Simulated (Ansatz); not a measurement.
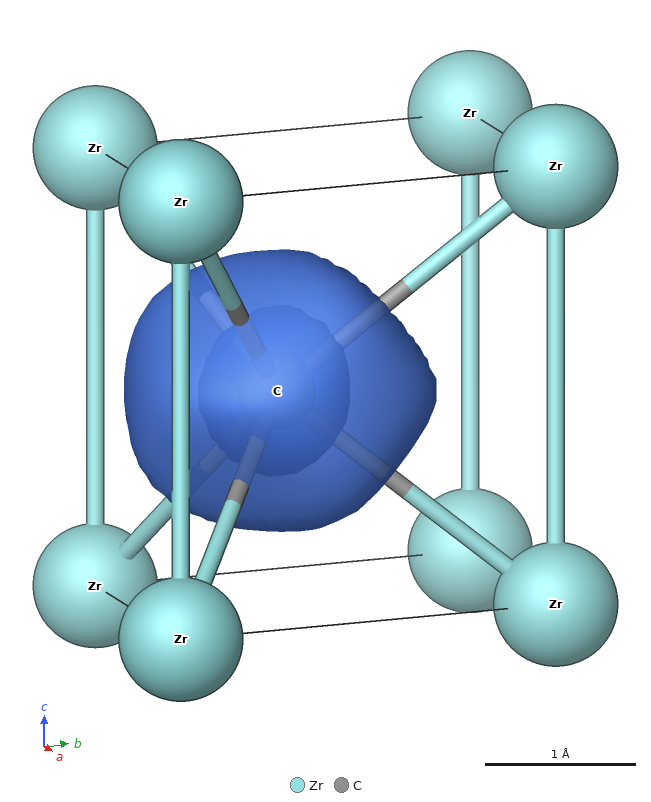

ZrC. Isosurface of the ELF at 0.7 (blue), seen slightly off an axis. Only the valence region is drawn (cores and ρ < 0.01 e/Å³ removed). Sticks mark near contacts.

Space group P-6m2; started from the WC prototype, which need not be the ambient phase; computed pressure about −2 GPa in this cell.

Computed with Ansatz 0.2.0, DFT HSE06, scalar-relativistic, plane waves, PAW.

The calculation's input:

```
crystal:
  lattice:
    - [3.269532746, 0.0, 0.0]
    - [-1.634766373, 2.8314984165, 0.0]
    - [0.0, 0.0, 2.9397343753]
  atoms:
    - { symbol: Zr, position: [0.0, 0.0, 0.0] }
    - { symbol: C, position: [0.6666666667, 0.3333333333, 0.5] }
basis:
  ecutwfc: 420
  ecutrho_ratio: 4
kpoints:
  mp_grid: { grid: [8, 8, 8] }
hamiltonian:
  xc: hse06
scf:
  occupations: { method: gaussian, width: 0.05 }
output:
  forces: true
  stress: true
  eigenvalues: true
  populations: true
  write_density: true
  write_potential: true
  elf: true
  volumetric_format: npy
```

Run with:

```sh
ansatz run input.yaml --threads 2 --pin off --max-ram 2662MiB --backend cpu --events-out ev --progress --plain --runs-dir out
```

Below, planes, directions and counts refer to the conventional cell (a = 3.27 Å, b = 3.27 Å, c = 2.94 Å, α = 90.00°, β = 90.00°, γ = 120.00°).

Where are the electrons localised?

At this value the surface marks out one region wrapped around C (its valence shell), counted in one cell of 2 atoms. Regions shared between cells count once. Profiles from the grid: Zr–C (2.39 Å): the ELF peaks at about 0.80 in the valence shell of C, 0.7 Å from its nucleus, and is about 0.25 at the midpoint (no shared electron pair shows on this line). Zr–Zr (2.94 Å): the ELF is about 0.10 at the midpoint: no localised pair shows between them.
